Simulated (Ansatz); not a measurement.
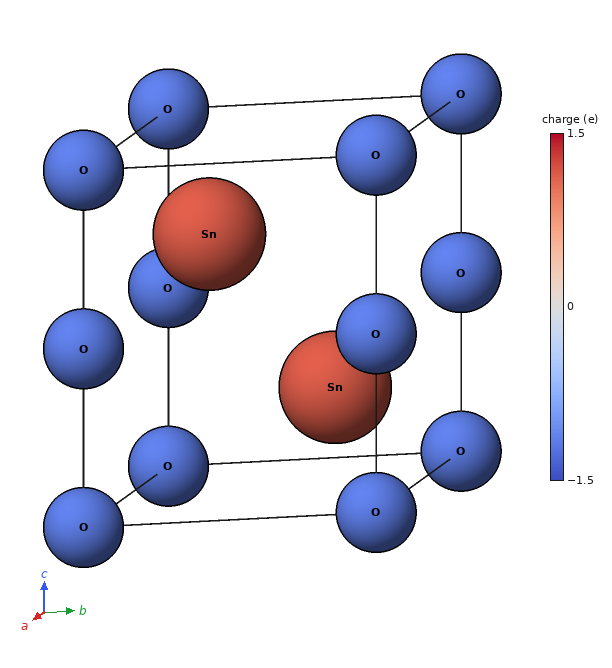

Crystal structure, spheres-only style, seen slightly off an axis. The lines enclose the simulation cell; boundary atoms appear with their images. The atoms of this SnO cell are coloured by their Bader charge.

The calculation used DFT, PAW plane waves, r2SCAN in Ansatz 0.2.0, with an energy cutoff of 500 eV, k-point mesh 10×10×7, Fermi-Dirac smearing of 0.1 eV, no spin polarisation.

Give the charges by element.

Most positive: Sn; most negative: O. Charges: about Sn +1.1 e; O -1.1 e.

The picture shows a generated cell, made by putting these elements into a known structure type (the compound may or may not exist in this form); the geometry isn't optimised. Ansatz was used for an electronic-structure calculation on it.

At this level of theory the cell isn't at rest (stretched, at -5 GPa), so its distances can differ from those at equilibrium, the more so the softer the solid.
